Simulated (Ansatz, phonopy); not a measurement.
# Quasi-harmonic thermodynamics of KI (Fm-3m), part 2 of 3

How much does KI expand with temperature?

What experiment has found for this phase:
- volume expansion coefficient 113.7 1e-6/K near room temperature (given in “Descriptors for thermal expansion in solids”, 2017, arXiv:1701.03966)

Ansatz 0.2.0; DFT LDA, scalar-relativistic, plane waves, PAW.

So far. Step 5 (Tight relaxation): The residual pressure is 2.0e-4 GPa, small enough for phonons. Step 6 (A new level, relaxed again): The residual pressure is 5.1e-4 GPa, small enough for phonons.

## 7. Phonons on strained cells, cutoff 550 eV

Thermal expansion follows from how the free energy of the vibrations (and of the electrons in a metal) changes with strain, so the program makes strained cells, their phonons and a fit in one run.

File input.yaml:

```yaml
crystal:
  lattice:
    - [0.0, 3.4087163076, 3.4087163076]
    - [3.4087163076, 0.0, 3.4087163076]
    - [3.4087163076, 3.4087163076, 0.0]
  atoms:
    - { symbol: K, position: [0.0, 0.0, 0.0] }
    - { symbol: I, position: [0.5, 0.5, 0.5] }
kpoints:
  mp_grid: { grid: [8, 8, 8] }
hamiltonian:
  xc: lda
scf:
  occupations: { method: fixed }
  lower_state_search: "off"
output:
  eigenvalues: true
basis:
  ecutwfc: 550.0
phonons:
  method: dfpt
  qmesh: [4, 4, 4]
  temperatures: { t_max: 500.0, t_step: 25 }
  thermal_expansion: {}
```

Command:

```sh
ansatz run input.yaml --threads 4 --pin off --max-ram 16384MiB --backend cpu --events-out ev --progress --plain --runs-dir out
```

Numbers of over 12 decimals in the logs are rounded to 6 here.

Log:

```text
[...]
Crystal: 2 atoms, lattice volume = 79.214 Å³
Basis set: ecut = 550 eV, 2277 PW (Γ), exchange–correlation on 80×80×80 points (8 copies of the dense FFT grid, shifted against one another)
Bands: 17, of which v1, the nominal top of the filled ones, is band 13 counted from 1 (12 counted from 0)
Symmetry: 48 space group operations
[...]
k-points: 29 of 512
[...]
SCF iter   1: F=—  HF=-8855.102012 eV  |F-HF|=—  |Δ(HF+E_count)|=         —  Δρ=4.81e-3  dr2=8.44e-3  ethr=1.77e-3  ⟨swp⟩=5.4  Hψ=2348  notcnv=0  defer=55
[...]
SCF iter   8: F=-8855.098815 eV  HF=-8855.098815 eV  |F-HF|=0.00e0  |Δ(HF+E_count)|=  5.09e-11  Δρ=2.29e-8  dr2=3.68e-13  ethr=1.00e-12  ⟨swp⟩=10.2  Hψ=3170  notcnv=0
SCF 1 converged in 8 iterations: F = -8855.098815 eV  dr2 = 3.68e-13
[...]
relax step   1: F+E_penalty+E_count = -8855.09881494 eV  Δ(F+E_penalty+E_count) = +0.000e0 eV  max|allowed force component| = 3.994e-29 eV/Å  Δτ_max = 0.0000 Å  (8 SCF iters, accepted)
SCF converged after 8 iterations
Free energy (F): -8855.098815 eV
[...]
Internal energy: -8855.098815 eV  (E = F + TS)
E sigma→0 (E₀):  -8855.098815 eV
Fermi energy:    2.900623 eV
[...]
--- Stress (GPa, compression-positive) ---
        0.000511       0.000000      -0.000000
        0.000000       0.000511      -0.000000
       -0.000000       0.000000       0.000511
  P = ⅓ Tr σ = 0.0005 GPa (0.005 kbar)
--- Band table (eV; the first three rows and the last of 29) ---
  k-point 0: bands = [... 9 lower, -7.8939, 2.9006, 2.9006, 2.9006, 6.7699, 9.1378, 9.1378, 9.1378]
  k-point 1: bands = [... 9 lower, -7.8059, 2.5659, 2.8261, 2.8261, 7.2129, 9.0718, 9.3259, 9.3259]
  k-point 2: bands = [... 9 lower, -7.6219, 1.9346, 2.6581, 2.6581, 7.9128, 9.3648, 9.8225, 9.8225]
  k-point 28: bands = [... 9 lower, -7.5694, 2.0063, 2.0063, 2.1291, 9.1788, 9.1788, 9.5836, 11.2369]
── thermal expansion: 3 new cells, 3 in all ──
thermal expansion: relaxation of cell 2
thermal expansion: relaxation of cell 3
── thermal expansion: 2 new cells, 5 in all ──
thermal expansion: relaxation of cell 4
thermal expansion: phonons of cell 4
thermal expansion: relaxation of cell 5
thermal expansion: phonons of cell 5
── thermal expansion: 6 new cells, 11 in all ──
thermal expansion: relaxation of cell 6
thermal expansion: relaxation of cell 7
thermal expansion: relaxation of cell 8
thermal expansion: relaxation of cell 9
thermal expansion: relaxation of cell 10
thermal expansion: relaxation of cell 11
thermal expansion: phonons of cell 6
thermal expansion: phonons of cell 7
thermal expansion: phonons of cell 8
--- Relaxed structure (1 steps of the walk, 1 accepted, 0 SCFs on fresh bases) ---
  F+E_penalty+E_count = -8855.09881494 eV   max|allowed force component| = 3.994e-29 eV/Å
  atoms:
    - { symbol: K, position: [0.0, 0.0, 0.0] }
    - { symbol: I, position: [0.5, 0.5, 0.5] }
--- Thermal expansion: 11 cells in 3 rounds, 0 GPa ---
  no lower state was looked for at cell 4: scf.lower_state_search: off
  without vibrations: a 4.82070, b 4.82070, c 4.82070 Å, V 79.2165 Å³, B 16.01 GPa
  at 0 K: a 4.83206, b 4.83206, c 4.83206 Å, V 79.7778 Å³, B 15.65 GPa
  zero-point expansion: a +0.236, b +0.236, c +0.236, V +0.709 %
      T/K        a/Å        b/Å        c/Å       V/Å³ | expansion of a, b, c, V (1e-6/K)   | that of V in the mean from 25 °C | C_P, C_V (J/mol K of the cell) | B_T, B_S (GPa)
     0.00    4.83206    4.83206    4.83206    79.7778 |    0.00    0.00    0.00    0.00 |   87.43 |     0.000     0.000 |    15.65    15.65
    50.00    4.83382    4.83382    4.83382    79.8651 |   18.86   18.86   18.86   56.58 |  100.75 |    32.005    31.886 |    15.48    15.54
   100.00    4.84001    4.84001    4.84001    80.1720 |   29.99   29.99   29.99   89.98 |  107.27 |    44.448    43.859 |    15.06    15.26
   150.00    4.84782    4.84782    4.84782    80.5607 |   34.04   34.04   34.04  102.11 |  111.44 |    48.183    47.075 |    14.60    14.94
   200.00    4.85639    4.85639    4.85639    80.9888 |   36.51   36.51   36.51  109.53 |  114.96 |    49.951    48.298 |    14.12    14.60
   250.00    4.86552    4.86552    4.86552    81.4464 |   38.58   38.58   38.58  115.75 |  118.31 |    51.118    48.879 |    13.63    14.25
   298.15    4.87479    4.87479    4.87479    81.9131 |   40.52   40.52   40.52  121.56 |       - |    52.044    49.188 |    13.14    13.90
   325.00    4.88017    4.88017    4.88017    82.1845 |   41.63   41.63   41.63  124.90 |  123.43 |    52.532    49.304 |    12.86    13.71
   375.00    4.89060    4.89060    4.89060    82.7128 |   43.82   43.82   43.82  131.47 |  127.04 |    53.440    49.458 |    12.33    13.33
   425.00    4.90162    4.90162    4.90162    83.2731 |   46.24   46.24   46.24  138.72 |  130.89 |    54.394    49.560 |    11.79    12.94
   475.00    4.91329    4.91329    4.91329    83.8694 |   48.95   48.95   48.95  146.86 |  135.05 |    55.439    49.631 |    11.23    12.54
   500.00    4.91940    4.91940    4.91940    84.1826 |   50.45   50.45   50.45  151.35 |  137.26 |    56.009    49.658 |    10.94    12.34
  the static fit leaves 0.000 meV an atom of the energies and, of the stresses, 0.000 GPa of each cell's largest along a strain (root mean squares over the cells), whose Pulay part it has at -0.001 GPa
  vibrations' free energy: its fit leaves 0.0003 meV an atom at the most
  the electrons' free energy at temperature is not in it: every band gap is over 0.52 eV
  free energies summed between the sampled wave vectors
  estimated error of the fitted expansion in any direction: up to 0.148e-6/K, at 500 K (an estimate, not a bound: it was exceeded on models of known expansion)
  by sums over the sampled wave vectors an expansion of the volume parts by up to 1.82e-6/K
  by a static energy of one degree less an expansion of the volume parts by up to 0.46e-6/K
  band gaps on the cells' k-points are 3.621 to 3.950 eV
```

Elapsed: 26 min, on 4 threads of Arm Neoverse V2, shared host; peak memory 2.6 GiB; 1.7 h of CPU time.

Numbers from this step:

* pressure: 5.11e-4 GPa
* volume expansion coefficient at 298 K: 121.6 1e-6/K
* C_P at 298 K: 26.02 J/mol-atom/K
* entropy at 298 K: 52.36 J/mol-atom/K
* isothermal bulk modulus at 298 K: 13.14 GPa
* Grüneisen parameter at 298 K: 1.602
* volume at 298 K: 40.96 Å³/atom
* principal linear expansion coefficients at 298 K: 40.52, 40.52, 40.52 1e-6/K

Strained cells of the study; zero-point energy where phonons were solved; the pressures are stresses at a fixed cutoff and can carry an offset from the finite basis. Expansion cells, by row:

| cell | \|a\| (Å) | \|b\| (Å) | \|c\| (Å) | V (Å³/atom) | E - E_lowest (meV/atom) | pressure, compression positive (GPa) | gap (eV) | zero-point energy (meV/atom) |
| --- | --- | --- | --- | --- | --- | --- | --- | --- |
| 1 | 4.821 | 4.821 | 4.821 | 39.61 | 0 | 0 | 3.869 | - |
| 2 | 4.859 | 4.859 | 4.859 | 40.57 | 1.102 | -0.361 | 3.807 | - |
| 3 | 4.782 | 4.782 | 4.782 | 38.67 | 1.161 | 0.406 | 3.934 | - |
| 4 | 4.821 | 4.821 | 4.821 | 39.62 | 0 | -0.005 | 3.868 | 15.42 |
| 5 | 4.845 | 4.845 | 4.845 | 40.22 | 0.453 | -0.236 | 3.829 | 15.01 |
| 6 | 4.883 | 4.883 | 4.883 | 41.17 | 2.835 | -0.562 | 3.769 | 14.37 |
| 7 | 4.914 | 4.914 | 4.914 | 41.96 | 6.228 | -0.801 | 3.722 | 13.86 |
| 8 | 4.946 | 4.946 | 4.946 | 42.77 | 10.84 | -1.017 | 3.676 | 13.35 |
| 9 | 4.773 | 4.773 | 4.773 | 38.45 | 1.791 | 0.51 | 3.95 | - |
| 10 | 4.797 | 4.797 | 4.797 | 39.03 | 0.433 | 0.243 | 3.909 | - |
| 11 | 4.985 | 4.985 | 4.985 | 43.81 | 18.19 | -1.256 | 3.621 | - |

Quasi-harmonic; a, b, c are the run's own cell vectors. Expansion, by row:

| T (K) | a (Å) | b (Å) | c (Å) | alpha (deg) | beta (deg) | gamma (deg) | cell volume (Å³/cell) | alpha_a (1e-6/K) | alpha_b (1e-6/K) | alpha_c (1e-6/K) | alpha_V (1e-6/K) | C_P (J/mol-atom/K) | C_V (J/mol-atom/K) | S (J/mol-atom/K) | B_T (GPa) | B_S (GPa) | Grueneisen | extrapolation | fit error (1e-6/K) |
| --- | --- | --- | --- | --- | --- | --- | --- | --- | --- | --- | --- | --- | --- | --- | --- | --- | --- | --- | --- |
| 0 | 4.832 | 4.832 | 4.832 | 60 | 60 | 60 | 79.78 | 0 | 0 | 0 | 0 | 0 | 0 | 0 | 15.65 | 15.65 | - | 0 | 0 |
| 25 | 4.832 | 4.832 | 4.832 | 60 | 60 | 60 | 79.79 | 6.23 | 6.23 | 6.23 | 18.69 | 7.743 | 7.74 | 4.035 | 15.62 | 15.63 | 0.906 | 0 | 0.01 |
| 50 | 4.834 | 4.834 | 4.834 | 60 | 60 | 60 | 79.87 | 18.86 | 18.86 | 18.86 | 56.58 | 16 | 15.94 | 12.2 | 15.48 | 15.54 | 1.321 | 0 | 0.01 |
| 75 | 4.837 | 4.837 | 4.837 | 60 | 60 | 60 | 80 | 26.12 | 26.12 | 26.12 | 78.37 | 20.16 | 20 | 19.58 | 15.28 | 15.41 | 1.443 | 0 | 0.02 |
| 100 | 4.84 | 4.84 | 4.84 | 60 | 60 | 60 | 80.17 | 29.99 | 29.99 | 29.99 | 89.98 | 22.22 | 21.93 | 25.69 | 15.06 | 15.26 | 1.492 | 0 | 0.03 |
| 125 | 4.844 | 4.844 | 4.844 | 60 | 60 | 60 | 80.36 | 32.36 | 32.36 | 32.36 | 97.09 | 23.37 | 22.95 | 30.79 | 14.83 | 15.11 | 1.519 | 0 | 0.03 |
| 150 | 4.848 | 4.848 | 4.848 | 60 | 60 | 60 | 80.56 | 34.04 | 34.04 | 34.04 | 102.1 | 24.09 | 23.54 | 35.12 | 14.6 | 14.94 | 1.536 | 0 | 0.04 |
| 175 | 4.852 | 4.852 | 4.852 | 60 | 60 | 60 | 80.77 | 35.36 | 35.36 | 35.36 | 106.1 | 24.59 | 23.91 | 38.87 | 14.36 | 14.78 | 1.55 | 0 | 0.03 |
| 200 | 4.856 | 4.856 | 4.856 | 60 | 60 | 60 | 80.99 | 36.51 | 36.51 | 36.51 | 109.5 | 24.98 | 24.15 | 42.18 | 14.12 | 14.6 | 1.562 | 0 | 0.03 |
| 225 | 4.861 | 4.861 | 4.861 | 60 | 60 | 60 | 81.21 | 37.57 | 37.57 | 37.57 | 112.7 | 25.29 | 24.32 | 45.14 | 13.88 | 14.43 | 1.573 | 0 | 0.04 |
| 250 | 4.866 | 4.866 | 4.866 | 60 | 60 | 60 | 81.45 | 38.58 | 38.58 | 38.58 | 115.8 | 25.56 | 24.44 | 47.82 | 13.63 | 14.25 | 1.583 | 0 | 0.05 |
| 275 | 4.87 | 4.87 | 4.87 | 60 | 60 | 60 | 81.69 | 39.58 | 39.58 | 39.58 | 118.8 | 25.81 | 24.53 | 50.27 | 13.38 | 14.07 | 1.593 | 0 | 0.06 |
| 298.1 | 4.875 | 4.875 | 4.875 | 60 | 60 | 60 | 81.91 | 40.52 | 40.52 | 40.52 | 121.6 | 26.02 | 24.59 | 52.36 | 13.14 | 13.9 | 1.602 | 0 | 0.07 |
| 300 | 4.875 | 4.875 | 4.875 | 60 | 60 | 60 | 81.93 | 40.6 | 40.6 | 40.6 | 121.8 | 26.04 | 24.6 | 52.52 | 13.12 | 13.89 | 1.603 | 0 | 0.07 |
| 325 | 4.88 | 4.88 | 4.88 | 60 | 60 | 60 | 82.18 | 41.63 | 41.63 | 41.63 | 124.9 | 26.27 | 24.65 | 54.62 | 12.86 | 13.71 | 1.613 | 0 | 0.08 |
| 350 | 4.885 | 4.885 | 4.885 | 60 | 60 | 60 | 82.44 | 42.71 | 42.71 | 42.71 | 128.1 | 26.49 | 24.7 | 56.57 | 12.6 | 13.52 | 1.623 | 0 | 0.09 |
| 375 | 4.891 | 4.891 | 4.891 | 60 | 60 | 60 | 82.71 | 43.82 | 43.82 | 43.82 | 131.5 | 26.72 | 24.73 | 58.41 | 12.33 | 13.33 | 1.633 | 0 | 0.1 |
| 400 | 4.896 | 4.896 | 4.896 | 60 | 60 | 60 | 82.99 | 45 | 45 | 45 | 135 | 26.95 | 24.76 | 60.14 | 12.06 | 13.13 | 1.644 | 0 | 0.1 |
| 425 | 4.902 | 4.902 | 4.902 | 60 | 60 | 60 | 83.27 | 46.24 | 46.24 | 46.24 | 138.7 | 27.2 | 24.78 | 61.78 | 11.79 | 12.94 | 1.655 | 0 | 0.09 |
| 450 | 4.907 | 4.907 | 4.907 | 60 | 60 | 60 | 83.57 | 47.55 | 47.55 | 47.55 | 142.7 | 27.45 | 24.8 | 63.34 | 11.51 | 12.74 | 1.666 | 0 | 0.06 |
| 475 | 4.913 | 4.913 | 4.913 | 60 | 60 | 60 | 83.87 | 48.95 | 48.95 | 48.95 | 146.9 | 27.72 | 24.82 | 64.83 | 11.23 | 12.54 | 1.678 | 0 | 0.07 |
| 500 | 4.919 | 4.919 | 4.919 | 60 | 60 | 60 | 84.18 | 50.45 | 50.45 | 50.45 | 151.3 | 28 | 24.83 | 66.26 | 10.94 | 12.34 | 1.69 | 0 | 0.15 |

Expansion coefficient against temperature; values in 1e-6/K:

| temperature (K) | volume | principal 1 |
| --- | --- | --- |
| 0 | 0 | 0 |
| 25 | 18.7 | 6.23 |
| 50 | 56.6 | 18.9 |
| 75 | 78.4 | 26.1 |
| 100 | 90.0 | 30.0 |
| 125 | 97.1 | 32.4 |
| 150 | 102 | 34.0 |
| 175 | 106 | 35.4 |
| 200 | 110 | 36.5 |
| 225 | 113 | 37.6 |
| 250 | 116 | 38.6 |
| 275 | 119 | 39.6 |
| 298 | 122 | 40.5 |
| 300 | 122 | 40.6 |
| 325 | 125 | 41.6 |
| 350 | 128 | 42.7 |
| 375 | 131 | 43.8 |
| 400 | 135 | 45 |
| 425 | 139 | 46.2 |
| 450 | 143 | 47.5 |
| 475 | 147 | 49.0 |
| 500 | 151 | 50.5 |

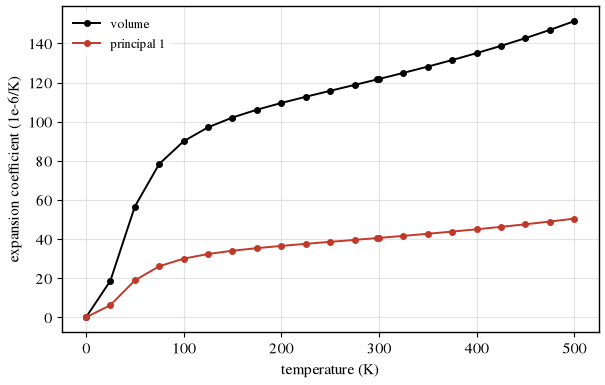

Expansion coefficient, plotted against temperature.

At 298 K the volume expansion is 122 × 10⁻⁶/K and B_T is 13.1 GPa.

## 8. Quasi-harmonic fit by phonopy

This step: DFT LDA, scalar-relativistic, plane waves, PAW (phonopy 4.10.0).

This step gave:

* volume expansion coefficient at 300 K: 121.8 1e-6/K
* isothermal bulk modulus at 300 K: 13.12 GPa
* C_P at 300 K: 26.07 J/mol-atom/K
* Grüneisen parameter at 300 K: 1.603

Table of energy (each curve on its own zero) by volume; values in meV/atom:

| volume (Å³/atom) | static | F at 0 K | F at 300 K | F at 500 K |
| --- | --- | --- | --- | --- |
| 39.62 | 0 | 1.02 | 4.72 | 7.78 |
| 40.22 | 0.45 | 1.06 | 3.36 | 5.24 |
| 41.17 | 2.83 | 2.8 | 2.81 | 2.8 |
| 41.96 | 6.23 | 5.68 | 3.72 | 2.09 |
| 42.77 | 10.8 | 9.78 | 5.74 | 2.44 |

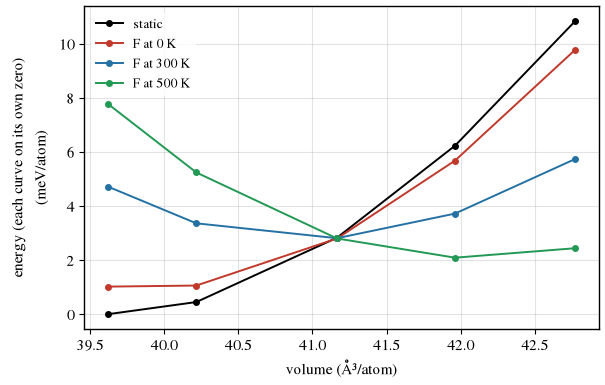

Energy (each curve on its own zero), plotted against volume.

Phonopy-qha, vinet fit of F(V) at each temperature. Qha vinet, by row:

| T (K) | fitted volume (Å³/atom) | alpha_V (1e-6/K) | B_T (GPa) | C_P (J/mol-atom/K) | Grueneisen |
| --- | --- | --- | --- | --- | --- |
| 75 | 40 | 76.73 | 15.28 | 20.21 | 1.412 |
| 100 | 40.09 | 89.27 | 15.06 | 22.32 | 1.48 |
| 125 | 40.18 | 96.76 | 14.83 | 23.46 | 1.513 |
| 150 | 40.28 | 101.9 | 14.6 | 24.17 | 1.534 |
| 175 | 40.39 | 106 | 14.36 | 24.66 | 1.549 |
| 200 | 40.49 | 109.5 | 14.12 | 25.03 | 1.561 |
| 225 | 40.61 | 112.7 | 13.88 | 25.33 | 1.572 |
| 250 | 40.72 | 115.7 | 13.63 | 25.59 | 1.583 |
| 275 | 40.84 | 118.8 | 13.38 | 25.84 | 1.593 |
| 300 | 40.97 | 121.8 | 13.12 | 26.07 | 1.603 |
| 325 | 41.09 | 124.9 | 12.86 | 26.29 | 1.613 |
| 350 | 41.22 | 128.2 | 12.6 | 26.51 | 1.623 |
| 375 | 41.36 | 131.5 | 12.33 | 26.74 | 1.634 |
| 400 | 41.49 | 135.1 | 12.06 | 26.97 | 1.644 |
| 425 | 41.64 | 138.8 | 11.79 | 27.21 | 1.655 |
| 450 | 41.78 | 142.7 | 11.51 | 27.46 | 1.667 |
| 475 | 41.93 | 146.9 | 11.23 | 27.73 | 1.678 |

Table of volume expansion coefficient by temperature; values in 1e-6/K:

| temperature (K) | phonopy-qha, Vinet | Ansatz's own study |
| --- | --- | --- |
| 75 | 76.7 | 78.4 |
| 100 | 89.3 | 90.0 |
| 125 | 96.8 | 97.1 |
| 150 | 102 | 102 |
| 175 | 106 | 106 |
| 200 | 109 | 110 |
| 225 | 113 | 113 |
| 250 | 116 | 116 |
| 275 | 119 | 119 |
| 300 | 122 | 122 |
| 325 | 125 | 125 |
| 350 | 128 | 128 |
| 375 | 132 | 131 |
| 400 | 135 | 135 |
| 425 | 139 | 139 |
| 450 | 143 | 143 |
| 475 | 147 | 147 |

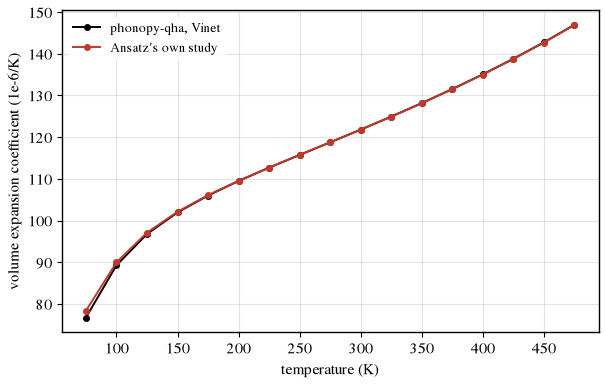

Volume expansion coefficient, plotted against temperature.

The fit gives a volume expansion of 122 × 10⁻⁶/K at 300 K, against 122 at 298 K from the study itself, whose static fit uses more cells.

(Continued in part 3 of 3.)

[Logs are printed without paths, hosts, clocks, repeated set-up lines and the standing remarks that a program may print on its own settings, such as how far it seeks lower states.]

[Hosts, paths, dates, database ids (printed as entryN), source tags and the programs' standing remarks are cut or masked in the printed files.]

[A step with changed settings may run another functional than the one named; its input shows which.]
